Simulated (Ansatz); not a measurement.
## Mo: a changed input and its effect

System: Mo (Imma, 2 atoms in the cell).
Method of run 1: DFT r2SCAN, scalar-relativistic, plane waves, PAW, no spin polarisation (Ansatz 0.2.0).

The structure derives from a Materials Project entry. Text and figures count atoms from 1; the logs count them from 0 in places.

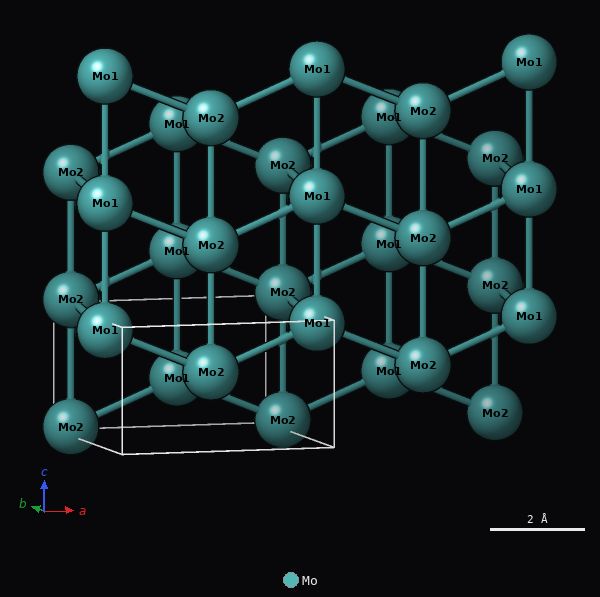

**Figure 1.** The structure as given in the input (ball-and-stick view of the cell 2 times as large as that of the calculation, set on its symmetry axes, repeated 2 × 1 × 3, seen slightly off an axis; atoms are numbered from 1 in the order of the input). An atom can appear more than once, as a periodic image.

## The input, run 1
```yaml
crystal:
  lattice:
    - [2.7488179334, 0.0, 0.0]
    - [1.3744089667, -2.3805461607, -2.5339005368]
    - [1.3744089667, 2.3805461607, -2.5339005368]
  atoms:
    - { symbol: Mo, position: [0.3227585474, 0.75, 0.75] }
    - { symbol: Mo, position: [0.6772414526, 0.25, 0.25] }
basis:
  ecutwfc: 500
kpoints:
  mp_grid: { grid: [24, 24, 24] }
hamiltonian:
  xc: r2scan
scf:
  occupations: { method: gaussian, width: 0.15 }
output:
  forces: true
  stress: true
  eigenvalues: true
```

Command:
```bash
ansatz run input.yaml --threads 2 --pin off --max-ram 5120MiB --backend cpu --events-out ev --progress --plain --runs-dir out
```

Hardware: 2 threads of Intel Xeon (Granite Rapids), 192 GiB of memory available, shared host.

## Output, shortened to warnings, some set-up lines, iterations and results (run 1)
```
Basis set: ecut = 500 eV, 833 PW (Γ), exchange–correlation on 96×120×120 points (64 copies of the dense FFT grid, shifted against one another)
Symmetry: 8 space group operations
k-points: 1963 of 13824
Initial density: superposition of atomic densities (neutral atoms: chi_scale 0, normalization atom), corrected by the library's trained network
[...]
SCF iter   1: F=—  HF=-9933.321731 eV  |F-HF|=—  |Δ(HF+E_count)|=         —  Δρ=1.22e-2  dr2=2.60e-2  dr2_τ=3.28e-2  ethr=1.77e-3  ⟨swp⟩=5.0  Hψ=159831  notcnv=0
SCF iter   2: F=—  HF=-9933.325518 eV  |F-HF|=—  |Δ(HF+E_count)|=   3.79e-3  Δρ=6.82e-3  dr2=7.01e-3  dr2_τ=3.24e-4  ethr=9.28e-5  ⟨swp⟩=2.2  Hψ=68895  notcnv=0
SCF iter   3: F=—  HF=-9933.325768 eV  |F-HF|=—  |Δ(HF+E_count)|=   2.50e-4  Δρ=8.73e-4  dr2=9.47e-5  dr2_τ=5.95e-6  ethr=2.50e-5  ⟨swp⟩=2.4  Hψ=58823  notcnv=0
SCF iter   4: F=—  HF=-9933.325891 eV  |F-HF|=—  |Δ(HF+E_count)|=   1.23e-4  Δρ=2.02e-4  dr2=5.27e-6  dr2_τ=1.33e-6  ethr=3.38e-7  ⟨swp⟩=2.4  Hψ=61338  notcnv=0
SCF iter   5: F=—  HF=-9933.325899 eV  |F-HF|=—  |Δ(HF+E_count)|=   7.80e-6  Δρ=2.78e-5  dr2=1.66e-7  dr2_τ=5.33e-8  ethr=1.88e-8  ⟨swp⟩=2.5  Hψ=60964  notcnv=0
SCF iter   6: F=-9933.325899 eV  HF=-9933.325899 eV  |F-HF|=1.13e-9  |Δ(HF+E_count)|=   1.65e-7  Δρ=5.45e-6  dr2=7.23e-9  dr2_τ=1.14e-9  ethr=3.57e-10  ⟨swp⟩=5.1  Hψ=153672  …
SCF 1 converged in 6 iterations: F = -9933.325899 eV  dr2 = 7.23e-9
SCF converged after 6 iterations
Free energy (F): -9933.325899 eV
Harris-Foulkes:  -9933.325899 eV  (|F-HF|=1.13e-9)
Internal energy: -9933.303502 eV  (E = F + TS)
E sigma→0 (E₀):  -9933.314700 eV
Entropy (-TS):   -0.022397 eV (-11.198 meV/atom)
Fermi energy:    19.661745 eV
--- Per-component energies (eV) ---
  E_band       = -169.491653
  E_kinetic    = 882.481018
  E_local      = -1723.837273  (includes V_loc(G=0)·N_el)
  E_nonlocal   = 288.615065
  E_hartree    = 575.931958
  E_xc         = -356.191163
  E_vxc        = -511.635330  (∫ρ·V_xc dr)
  E_paw        = -6435.867615  (= ΣΔE_a)
  E_vpaw       = -291.112732  (= ΣTr[D̂ρ^β])
  E_aug_tail   = 0.000007  (compensation charges beyond the density's cutoff)
  E_vtau       = 34.131385  (kinetic-family band-sum trace: ∫τ·v_τ [+ j·A + Jᵃ·Aᵃ] dr)
  E_ewald      = -3163.993091
  E_core_change = -0.442407  (= ΣΔE_core)
  E_smearing   = -0.022397  (= −TS)
  E_closure    = 0.000000  (closes the sum)
  Σ components = -9933.325899   (vs F -9933.325899, Δ=0.00e0)
--- Forces (eV/Å), atoms counted from 1 ---
  atom   1  Mo    -0.00678771     0.00000000     0.00000000
  atom   2  Mo     0.00678771     0.00000000     0.00000000
  max |Σ_I F_I| component: 3.47e-18 eV/Å
--- Stress (GPa, compression-positive) ---
       -3.958167       0.000000       0.000000
        0.000000      10.189201       0.000000
        0.000000       0.000000      -1.718370
  P = ⅓ Tr σ = 1.5042 GPa (15.042 kbar)
```

The input of run 2 differs as follows (lines with − go, lines with + come):
```diff
-    - { symbol: Mo, position: [0.3227585474, 0.75, 0.75] }
-    - { symbol: Mo, position: [0.6772414526, 0.25, 0.25] }
+    - { symbol: Mo, position: [0.2318103631, 0.75, 0.75] }
+    - { symbol: Mo, position: [0.7681896369, 0.25, 0.25] }
```

How does run 2 compare with run 1?

With the same functional and potentials, run 2 lies 5.1 meV per atom lower. The pressure goes from 1.50 to −0.01 GPa. The number of SCF iterations is the same.

## Output, shortened to warnings, some set-up lines, iterations and results (run 2)
```
Basis set: ecut = 500 eV, 833 PW (Γ), exchange–correlation on 96×120×120 points (64 copies of the dense FFT grid, shifted against one another)
Symmetry: 8 space group operations
k-points: 1963 of 13824
Initial density: superposition of atomic densities (neutral atoms: chi_scale 0, normalization atom), corrected by the library's trained network
[...]
SCF iter   1: F=—  HF=-9933.335795 eV  |F-HF|=—  |Δ(HF+E_count)|=         —  Δρ=1.20e-2  dr2=2.86e-2  dr2_τ=3.01e-2  ethr=1.77e-3  ⟨swp⟩=5.0  Hψ=160182  notcnv=0
SCF iter   2: F=—  HF=-9933.336409 eV  |F-HF|=—  |Δ(HF+E_count)|=   6.14e-4  Δρ=6.44e-3  dr2=7.30e-3  dr2_τ=3.18e-4  ethr=1.02e-4  ⟨swp⟩=2.0  Hψ=66096  notcnv=0
SCF iter   3: F=—  HF=-9933.335901 eV  |F-HF|=—  |Δ(HF+E_count)|=   5.08e-4  Δρ=8.45e-4  dr2=1.02e-4  dr2_τ=3.08e-6  ethr=2.61e-5  ⟨swp⟩=2.6  Hψ=60946  notcnv=0
SCF iter   4: F=—  HF=-9933.336004 eV  |F-HF|=—  |Δ(HF+E_count)|=   1.03e-4  Δρ=1.94e-4  dr2=5.30e-6  dr2_τ=1.12e-6  ethr=3.66e-7  ⟨swp⟩=2.2  Hψ=54322  notcnv=0
SCF iter   5: F=—  HF=-9933.336011 eV  |F-HF|=—  |Δ(HF+E_count)|=   6.93e-6  Δρ=2.93e-5  dr2=1.98e-7  dr2_τ=4.40e-8  ethr=1.89e-8  ⟨swp⟩=2.5  Hψ=61538  notcnv=0
SCF iter   6: F=-9933.336011 eV  HF=-9933.336011 eV  |F-HF|=2.42e-9  |Δ(HF+E_count)|=   1.71e-7  Δρ=5.45e-6  dr2=7.60e-9  dr2_τ=1.69e-9  ethr=3.57e-10  ⟨swp⟩=5.0  Hψ=154780  …
SCF 1 converged in 6 iterations: F = -9933.336011 eV  dr2 = 7.60e-9
SCF converged after 6 iterations
Free energy (F): -9933.336011 eV
Harris-Foulkes:  -9933.336011 eV  (|F-HF|=2.42e-9)
Internal energy: -9933.315795 eV  (E = F + TS)
E sigma→0 (E₀):  -9933.325903 eV
Entropy (-TS):   -0.020217 eV (-10.108 meV/atom)
Fermi energy:    19.577010 eV
--- Per-component energies (eV) ---
  E_band       = -169.714655
  E_kinetic    = 881.920417
  E_local      = -1718.957358  (includes V_loc(G=0)·N_el)
  E_nonlocal   = 288.447738
  E_hartree    = 573.588076
  E_xc         = -356.063396
  E_vxc        = -511.466185  (∫ρ·V_xc dr)
  E_paw        = -6435.762892  (= ΣΔE_a)
  E_vpaw       = -290.965808  (= ΣTr[D̂ρ^β])
  E_aug_tail   = 0.000006  (compensation charges beyond the density's cutoff)
  E_vtau       = 34.128765  (kinetic-family band-sum trace: ∫τ·v_τ [+ j·A + Jᵃ·Aᵃ] dr)
  E_ewald      = -3166.045978
  E_core_change = -0.442407  (= ΣΔE_core)
  E_smearing   = -0.020217  (= −TS)
  E_closure    = -0.000000  (closes the sum)
  Σ components = -9933.336011   (vs F -9933.336011, Δ=0.00e0)
--- Forces (eV/Å), atoms counted from 1 ---
  atom   1  Mo     0.01832812     0.00000000     0.00000000
  atom   2  Mo    -0.01832812     0.00000000     0.00000000
  max |Σ_I F_I| component: 3.47e-18 eV/Å
--- Stress (GPa, compression-positive) ---
        0.160835       0.000000       0.000000
        0.000000       1.494129       0.000000
        0.000000       0.000000      -1.683233
  P = ⅓ Tr σ = -0.0094 GPa (-0.094 kbar)
```

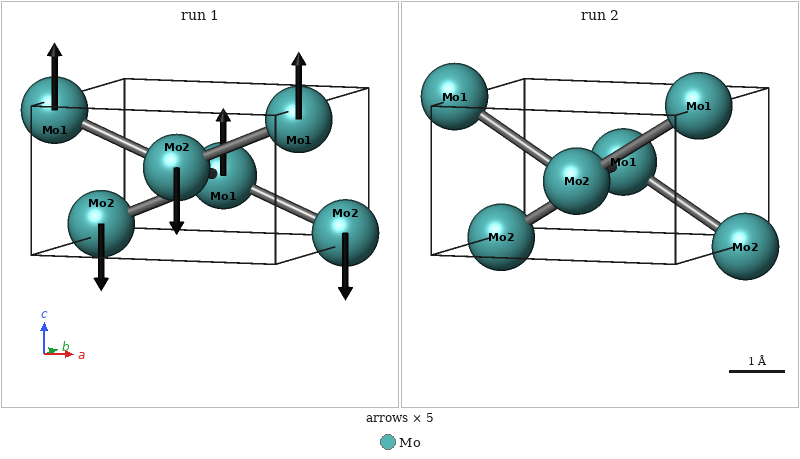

**Figure 2.** The two input geometries at one scale (ball-and-stick view of the cell 2 times as large as that of the calculation, set on its symmetry axes, seen slightly off an axis). The black arrows on the first give the shifts of the atoms relative to the cell, with their mean removed, magnified 5 times. The largest moves, 0.25 Å, are those of Mo1 and Mo2. (The mean shift of all atoms is removed.) The cell stays as it was. Among the contacts that change: Mo1–Mo2 2.969 → 2.700 Å.

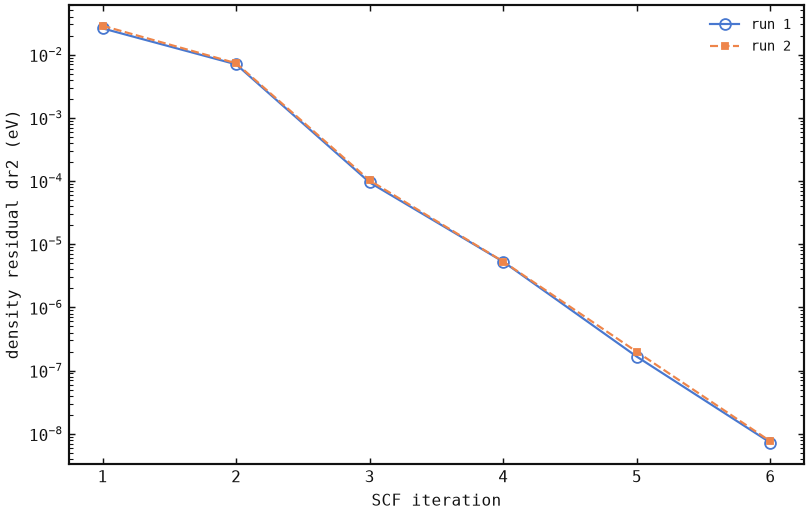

**Figure 3.** Convergence of the two runs: density residual dr2 against the SCF iteration. Run 1 takes 6 iterations in all, and run 2 takes 6.

## The two runs side by side

| quantity | run 1 | run 2 |
| --- | --- | --- |
| outcome | converged | converged |
| free energy per atom (eV) | −4966.6629 | −4966.6680 |
| energy per atom, smearing taken to zero (eV) | −4966.6574 | −4966.6630 |
| gap on the mesh (eV) | 0.00 | 0.00 |
| pressure (GPa) | 1.50 | −0.01 |
| largest force (eV/Å) | 0.007 | 0.018 |
| SCF iterations | 6 | 6 |
| irreducible k-points | 1963 | 1963 |
| plane waves at Γ | 833 | 833 |
| wall time (shared host) | 28 s | 27 s |
